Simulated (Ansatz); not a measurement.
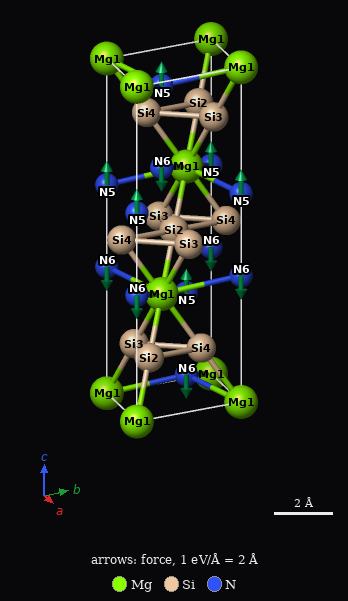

Starting geometry of a crystal of MgSi$_{3}$N$_{2}$ (a generated structure, set up in R-3m) (coarse preliminary run) with the computed forces as green arrows. Style: ball-and-stick. Shown: the conventional cell (3 times the calculation's cell), slightly off an axis. Lengths and directions refer to the drawn axes.

Theory: DFT PBE, scalar-relativistic, plane waves, PAW (Ansatz).

Input file:
```yaml
crystal:
  lattice:
    - [2.43643012, 1.40667359, 3.94020074]
    - [-2.43643012, 1.40667359, 3.94020074]
    - [0.0, -2.81334717, 3.94020074]
  atoms:
    - { symbol: Mg, position: [0.0, 0.0, 0.0] }
    - { symbol: Si, position: [0.0, 0.5, 0.0] }
    - { symbol: Si, position: [0.5, 0.0, 0.0] }
    - { symbol: Si, position: [0.0, 0.0, 0.5] }
    - { symbol: "N", position: [0.622594, 0.622594, 0.622594] }
    - { symbol: "N", position: [0.377406, 0.377406, 0.377406] }
basis:
  ecutwfc: 420
kpoints:
  mp_grid: { grid: [6, 6, 6] }
hamiltonian:
  xc: pbe
scf:
  occupations: { method: gaussian, width: 0.1 }
  lower_state_search: "off"
output:
  forces: true
  stress: true
  eigenvalues: true
relax:
  adjacent_minimum: "off"
  f_tol: 0.04
  max_steps: 70
  cell: { stress_tol: 0.4 }
```

Run as
```bash
ansatz run input.yaml --threads 1 --pin off --max-ram 2560MiB --backend cpu --events-out ev --progress --plain --runs-dir out
```

Q: Is this structure relaxed? If not, where do the atoms go?

A: It isn't relaxed: the largest force vector, on N atoms, is 0.43 eV/Å. The atoms end up moving mostly along the starting forces (cosine between the two patterns 1.00). The largest moves relative to the cell, 1.79 Å, are those of N5 and N6. N5 goes along +c. Mg and Si stay in place. The drawn cell changes as follows: a = b 4.873 → 4.738 Å (−2.8 %), c 11.821 → 14.699 Å (+24.4 %); the volume changes by +17.5 %. Some distances before and after: Si2–N5 2.861 → 1.892 Å, Mg1–Si2 2.421 → 2.806 Å, Mg1–N5 2.861 → 2.964 Å, Si2–Si3 2.436 → 2.369 Å. The space group stays R-3m (No. 166). Over 12 accepted moves (14 points after the start) the energy falls by 1253 meV per atom. The largest force component goes from 0.43 to 0.0023 eV/Å. Pressure: 6.28 GPa at the start and −0.03 GPa at the end. The SCF was repeated twice at an unchanged geometry on a basis and grid sized afresh for the cell, which shifted the energy by 21.9 meV per atom at most. The run took 2 min on 1 thread of AMD EPYC (Zen 3) (shared host), peak memory 0.42 GiB.
